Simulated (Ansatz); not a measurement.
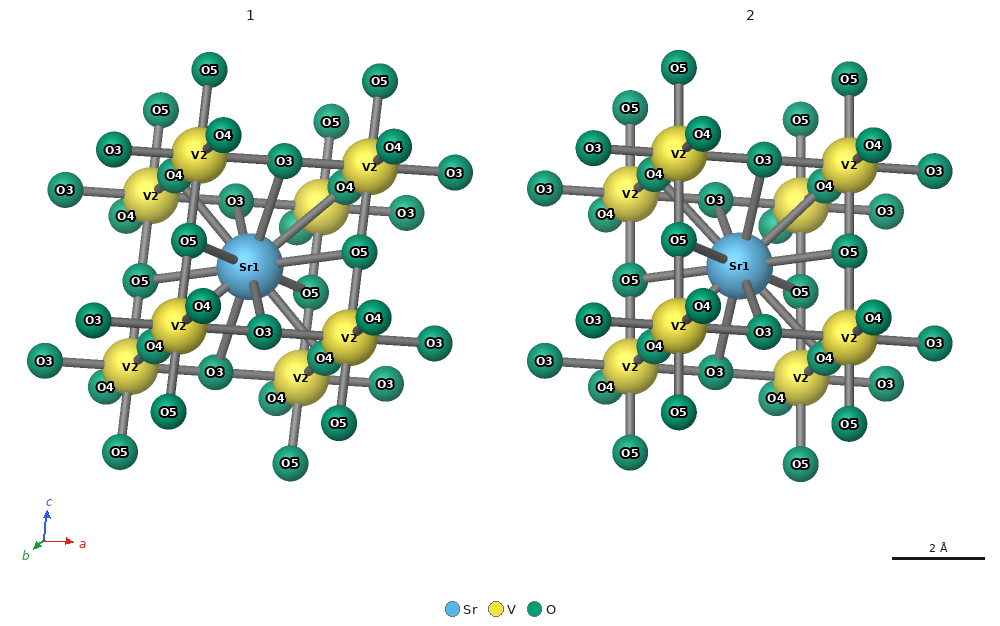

Two geometries of crystalline SrVO$_{3}$ (set up in Pm-3m): one is the relaxed structure, the other was perturbed away from it. A ball-and-stick model of the cell of the calculation, seen from a free direction.

All numbers below come from DFT PBE, scalar-relativistic, plane waves, PAW in Ansatz. Settings: plane-wave cutoff 420 eV; k-point mesh 10 × 10 × 10; occupations gaussian; smearing width 0.1 eV; collinear spin.

**Which one is perturbed?**

Structure 1 is the perturbed one. Shear of c along a, +12.0 %, is applied. Symmetry leaves the atoms no freedom, so this is a single point. The energy rises by 60.3 meV per atom. The pressure goes from 0.0 to 0.6 GPa. The principal stresses (compression positive) are 15.0 GPa along [1 0 −1], 0.3 GPa along b, −13.4 GPa along [1 0 1]. All forces vanish by symmetry. The absolute magnetisation per cell goes from 0.36 to 0.33 μB (net moment 0.34 and 0.32 μB). Near-neighbour distances before and after: O–Sr 2.729 → 2.570 to 2.897 Å, O–V 1.929 → 1.929 to 1.943 Å. The space group (tolerance 0.01 Å) goes from Pm-3m (No. 221) to P2/m (No. 10).
